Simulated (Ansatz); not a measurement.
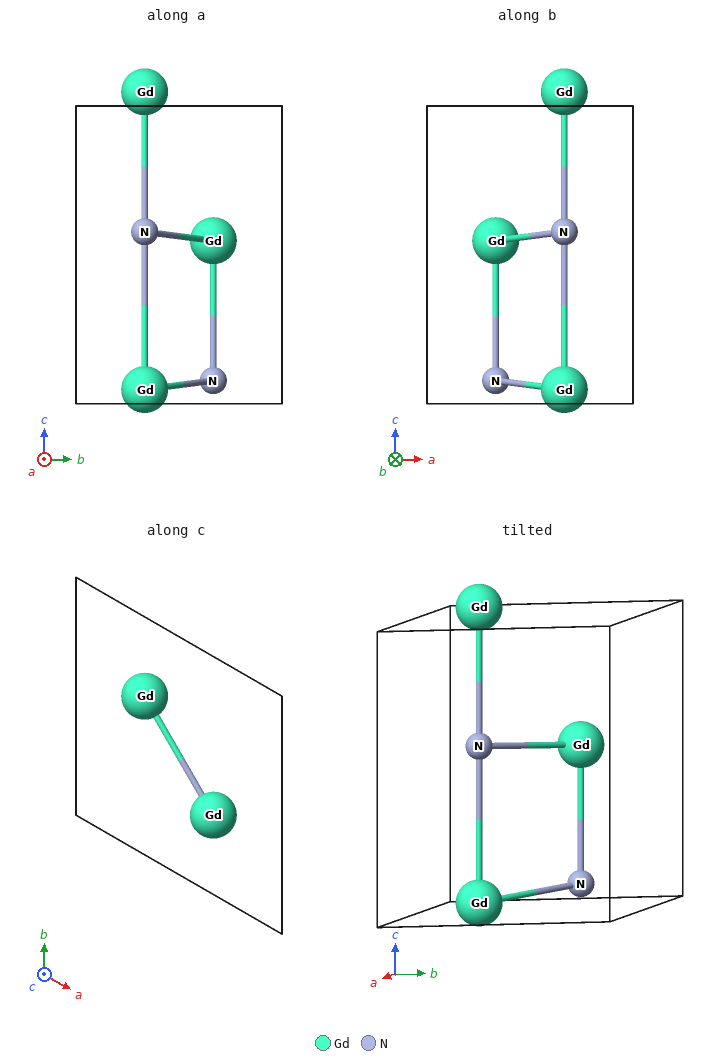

The image is a ball-and-stick drawing of a crystal, viewed along the a axis, along the b axis, along the c axis and slightly off an axis. Thin lines show the conventional unit cell, with boundary atoms drawn in all their periodic places.

Lattice parameters: a = 4.085 Å, b = 4.085 Å, c = 5.111 Å, α = 90.00°, β = 90.00°, γ = 120.00°. Put a along x and b in the xy plane.

Put the structure into a POSCAR file, with free fractional coordinates to two decimals.

```
Gd N
1.0
     4.085    0.000    0.000
    -2.042    3.538    0.000
     0.000    0.000    5.111
Gd N
2 2
Direct
  0.6667 0.3333 0.05
  0.3333 0.6667 0.55
  0.6667 0.3333 0.58
  0.3333 0.6667 0.08
```

The initial geometry was a structure type filled with these elements by a generator (whether the compound takes this form wasn't checked). It was relaxed at fixed volume with DFT PBE, scalar-relativistic, plane waves, PAW in Ansatz 0.2.0.
